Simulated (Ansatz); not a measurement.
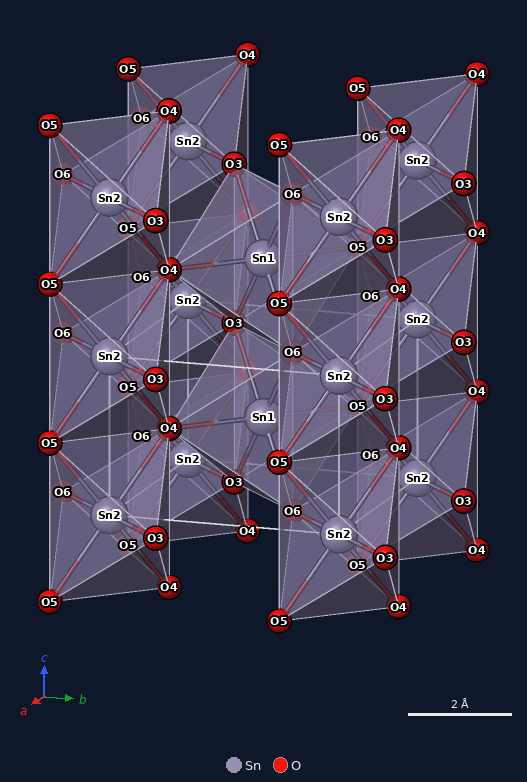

Fig. 1: The structure as given in the input (polyhedral view of the cell of the calculation, repeated 1 × 1 × 2, seen slightly off an axis; polyhedra are completed across the faces of the cell; atoms are numbered from 1 in the order of the input). An atom can appear more than once, as a periodic image.

# What a change does: single-point calculation on SnO₂

System: SnO₂ (6 atoms in the cell).
Method of run 1: DFT LDA, scalar-relativistic, plane waves, PAW, no spin polarisation (Ansatz 0.2.0).

The structure derives from a Materials Project entry. Text and figures count atoms from 1; the logs count them from 0 in places.

### Input file, run 1
```yaml
crystal:
  lattice:
    - [4.7212714739, 0.0, 0.0]
    - [0.0, 4.7242464798, 0.0]
    - [0.0, 0.0, 3.1900193994]
  atoms:
    - { symbol: Sn, position: [0.5, 0.5, 0.5] }
    - { symbol: Sn, position: [0.0, 0.0, 0.0] }
    - { symbol: O, position: [0.3055669673, 0.3065721204, 0.0] }
    - { symbol: O, position: [0.8055669673, 0.1934278796, 0.5] }
    - { symbol: O, position: [0.1944330327, 0.8065721204, 0.5] }
    - { symbol: O, position: [0.6944330327, 0.6934278796, 0.0] }
basis:
  ecutwfc: 420
kpoints:
  mp_grid: { grid: [6, 6, 8] }
  band_path: { path: [VBM, CBM], npoints: 2 }
hamiltonian:
  xc: lda
scf:
  occupations: { method: gaussian, width: 0.02 }
output:
  forces: true
  stress: true
  eigenvalues: true
checkpoint:
  read: start.run
  write: ck
  compress: false
  write_wavefunctions: false
  write_every: 100000
```

Launched with:
```bash
ansatz run input.yaml --threads 1 --pin off --max-ram 2560MiB --backend cpu --events-out ev --progress --plain --runs-dir out
```

Hardware: 1 thread of Intel Xeon @ 2.90GHz (Ice Lake), 32 GiB of memory available, shared host.

### Output, shortened to warnings, some set-up lines, iterations and results (run 1)
```
Basis set: ecut = 420 eV, 1411 PW (Γ)
Symmetry: 8 space group operations
k-points: 80 of 288
Initial density: read from a saved state, or passed on in memory by an earlier SCF of this step, an earlier step, the calling program or the single point that the run made first
[...]
SCF iter   1: F=—  HF=-13980.362752 eV  |F-HF|=—  |Δ(HF+E_count)|=         —  Δρ=8.13e-7  dr2=3.83e-10  ethr=2.12e-8  ⟨swp⟩=3.6  Hψ=19026  notcnv=0
SCF iter   2: F=-13980.362752 eV  HF=-13980.362752 eV  |F-HF|=2.58e-10  |Δ(HF+E_count)|=   1.14e-8  Δρ=7.22e-7  dr2=2.80e-10  ethr=1.00e-12  ⟨swp⟩=6.9  Hψ=10608  notcnv=0
SCF 1 converged in 2 iterations: F = -13980.362752 eV  dr2 = 2.80e-10
NSCF: frozen V_eff on 64 k-points
NSCF: frozen V_eff on 56 k-points
NSCF: frozen V_eff on 7 k-points
NSCF: frozen V_eff on 7 k-points
NSCF: frozen V_eff on 7 k-points
NSCF: frozen V_eff on 7 k-points
NSCF: frozen V_eff on 7 k-points
NSCF: frozen V_eff on 7 k-points
NSCF: frozen V_eff on 3 k-points
SCF converged after 2 iterations
Free energy (F): -13980.362752 eV
Harris-Foulkes:  -13980.362752 eV  (|F-HF|=2.58e-10)
Internal energy: -13980.362752 eV  (E = F + TS)
E sigma→0 (E₀):  -13980.362752 eV
Fermi energy:    9.825358 eV
--- Per-component energies (eV) ---
  E_band       = -127.215242
  E_kinetic    = 1081.631676
  E_local      = -2850.837914  (includes V_loc(G=0)·N_el)
  E_nonlocal   = 151.068659
  E_hartree    = 1475.150581
  E_xc         = -1042.092064
  E_vxc        = -564.546785  (∫ρ·V_xc dr)
  E_paw        = -8602.798035  (= ΣΔE_a)
  E_vpaw       = -894.841944  (= ΣTr[D̂ρ^β])
  E_aug_tail   = 0.010192  (compensation charges beyond the density's cutoff)
  E_ewald      = -4193.733329
  E_core_change = 1.237482  (= ΣΔE_core)
  E_smearing   = -0.000000  (= −TS)
  E_closure    = -0.000000  (closes the sum)
  Σ components = -13980.362752   (vs F -13980.362752, Δ=0.00e0)
--- Forces (eV/Å), atoms counted from 1 ---
  atom   1  Sn     0.00000000     0.00000000     0.00000000
  atom   2  Sn    -0.00000000     0.00000000     0.00000000
  atom   3  O      0.00052172    -0.00188072     0.00000000
  atom   4  O      0.00052172     0.00188072     0.00000000
  atom   5  O     -0.00052172    -0.00188072     0.00000000
  atom   6  O     -0.00052172     0.00188072     0.00000000
  max |Σ_I F_I| component: 0.00e0 eV/Å
--- Stress (GPa, compression-positive) ---
       -0.019964       0.000000       0.000000
        0.000000      -0.030797       0.000000
        0.000000       0.000000       0.031907
  P = ⅓ Tr σ = -0.0063 GPa (-0.063 kbar)
```

For run 2 the input was changed thus:
```diff
-    - [4.7212714739, 0.0, 0.0]
-    - [0.0, 4.7242464798, 0.0]
-    - [0.0, 0.0, 3.1900193994]
+    - [4.6390829284, 0.0, 0.0]
+    - [0.0, 4.6387120394, 0.0]
+    - [0.0, 0.0, 3.1646000322]
-    - { symbol: O, position: [0.3055669673, 0.3065721204, 0.0] }
-    - { symbol: O, position: [0.8055669673, 0.1934278796, 0.5] }
-    - { symbol: O, position: [0.1944330327, 0.8065721204, 0.5] }
-    - { symbol: O, position: [0.6944330327, 0.6934278796, 0.0] }
+    - { symbol: O, position: [0.3056205445, 0.3054702396, 0.0] }
+    - { symbol: O, position: [0.8056205445, 0.1945297604, 0.5] }
+    - { symbol: O, position: [0.1943794555, 0.8054702396, 0.5] }
+    - { symbol: O, position: [0.6943794555, 0.6945297604, 0.0] }
```

How does run 2 compare with run 1?

With the same functional and potentials, run 2 lies 15.1 meV per atom higher. The gap on the mesh goes from 1.16 to 1.65 eV. The pressure goes from −0.01 to 9.99 GPa. The volume per atom goes from 11.86 to 11.35 Å³. The plane waves at Γ go from 1411 to 1323.

### Output, shortened to warnings, some set-up lines, iterations and results (run 2)
```
Basis set: ecut = 420 eV, 1323 PW (Γ)
Symmetry: 8 space group operations
k-points: 80 of 288
Initial density: read from a saved state, or passed on in memory by an earlier SCF of this step, an earlier step, the calling program or the single point that the run made first
[...]
SCF iter   1: F=—  HF=-13980.271981 eV  |F-HF|=—  |Δ(HF+E_count)|=         —  Δρ=5.64e-7  dr2=1.66e-10  ethr=2.64e-8  ⟨swp⟩=3.6  Hψ=19050  notcnv=0
SCF iter   2: F=-13980.271981 eV  HF=-13980.271981 eV  |F-HF|=1.87e-10  |Δ(HF+E_count)|=   8.97e-9  Δρ=6.25e-7  dr2=2.04e-10  ethr=1.00e-12  ⟨swp⟩=6.9  Hψ=10729  notcnv=0
SCF 1 converged in 2 iterations: F = -13980.271981 eV  dr2 = 2.04e-10
NSCF: frozen V_eff on 64 k-points
NSCF: frozen V_eff on 56 k-points
NSCF: frozen V_eff on 7 k-points
NSCF: frozen V_eff on 7 k-points
NSCF: frozen V_eff on 7 k-points
NSCF: frozen V_eff on 7 k-points
NSCF: frozen V_eff on 7 k-points
NSCF: frozen V_eff on 3 k-points
SCF converged after 2 iterations
Free energy (F): -13980.271981 eV
Harris-Foulkes:  -13980.271981 eV  (|F-HF|=1.87e-10)
Internal energy: -13980.271981 eV  (E = F + TS)
E sigma→0 (E₀):  -13980.271981 eV
Fermi energy:    10.751592 eV
--- Per-component energies (eV) ---
  E_band       = -92.465893
  E_kinetic    = 1087.840008
  E_local      = -2756.937918  (includes V_loc(G=0)·N_el)
  E_nonlocal   = 152.060121
  E_hartree    = 1444.131088
  E_xc         = -1043.745801
  E_vxc        = -566.681203  (∫ρ·V_xc dr)
  E_paw        = -8604.499476  (= ΣΔE_a)
  E_vpaw       = -897.018942  (= ΣTr[D̂ρ^β])
  E_aug_tail   = 0.010053  (compensation charges beyond the density's cutoff)
  E_ewald      = -4260.367538
  E_core_change = 1.237482  (= ΣΔE_core)
  E_smearing   = -0.000000  (= −TS)
  E_closure    = 0.000000  (closes the sum)
  Σ components = -13980.271981   (vs F -13980.271981, Δ=0.00e0)
--- Forces (eV/Å), atoms counted from 1 ---
  atom   1  Sn     0.00000000     0.00000000    -0.00000000
  atom   2  Sn    -0.00000000     0.00000000     0.00000000
  atom   3  O     -0.00089489    -0.00089571     0.00000000
  atom   4  O     -0.00089489     0.00089571     0.00000000
  atom   5  O      0.00089489    -0.00089571    -0.00000000
  atom   6  O      0.00089489     0.00089571     0.00000000
  max |Σ_I F_I| component: 3.47e-18 eV/Å
--- Stress (GPa, compression-positive) ---
        9.977813      -0.000000      -0.000000
       -0.000000       9.977191       0.000000
       -0.000000       0.000000      10.011513
  P = ⅓ Tr σ = 9.9888 GPa (99.888 kbar)
```

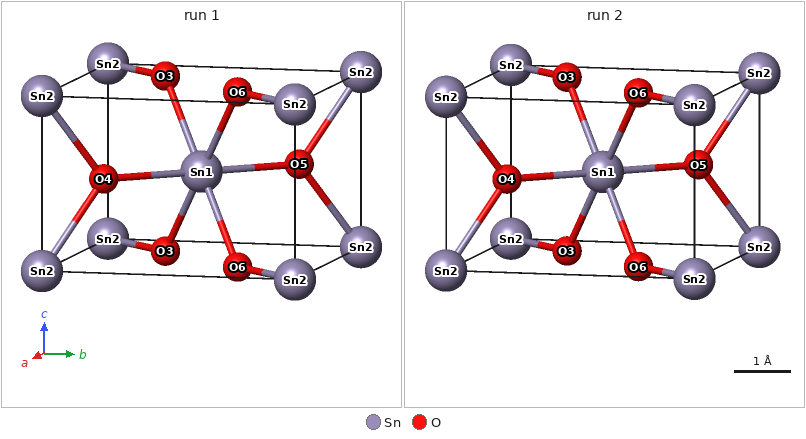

Fig. 2: The two input geometries at one scale (ball-and-stick view of the cell of the calculation, seen slightly off an axis). The largest moves relative to the cell, 0.005 Å, are those of O3, O4, O5 and O6. Sn stays in place. The drawn cell changes as follows: a 4.721 → 4.639 Å (−1.7 %), b 4.724 → 4.639 Å (−1.8 %), c 3.190 → 3.165 Å (−0.8 %); the volume changes by −4.3 %. Among the contacts that change: Sn1–O4 2.044 → 2.004 Å, Sn1–O3 2.055 → 2.033 Å.

### The two runs side by side

| quantity | run 1 | run 2 |
| --- | --- | --- |
| outcome | converged | converged |
| free energy per atom (eV) | −2330.0605 | −2330.0453 |
| gap on the mesh (eV) | 1.16 | 1.65 |
| pressure (GPa) | −0.01 | 9.99 |
| volume per atom (Å³) | 11.86 | 11.35 |
| largest force (eV/Å) | 0.002 | 0.001 |
| irreducible k-points | 80 | 80 |
| plane waves at Γ | 1411 | 1323 |
| wall time (shared host) | 12 s | 12 s |

For run 2: The cell is under a pressure of 10.0 GPa at this level, so it is not at its equilibrium volume.
